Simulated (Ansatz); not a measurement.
Structure data:

```cif
data_structure
_symmetry_space_group_name_H-M 'P 6/m m m'
_symmetry_Int_Tables_number 191
_cell_length_a 2.4560
_cell_length_b 2.4560
_cell_length_c 8.5238
_cell_angle_alpha 90.000
_cell_angle_beta 90.000
_cell_angle_gamma 120.000
_cell_volume 44.53
loop_
_atom_site_label
_atom_site_type_symbol
_atom_site_symmetry_multiplicity
_atom_site_Wyckoff_symbol
_atom_site_fract_x
_atom_site_fract_y
_atom_site_fract_z
_atom_site_occupancy
C1 C 2 d 0.33333 0.66667 0.50000 1
```

> Interpret the file: composition, symmetry and coordination.

The element is carbon. The cell holds two atoms. The neighbours of C are three C in a trigonal planar arrangement at 1.42 Å. The bonds build C layers parallel to (001).

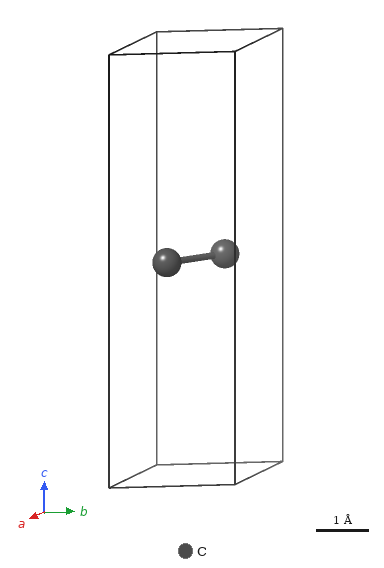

View slightly off an axis, drawn as a ball-and-stick model. The simulation cell is outlined; an atom on or near a face, edge or corner is repeated at each equivalent position. Colours: carbon dark grey.

Starting structure: a structure listed in the Materials Project. Earlier steps of the study may have refined or changed the cell and positions. It was the input of a calculation with Ansatz.
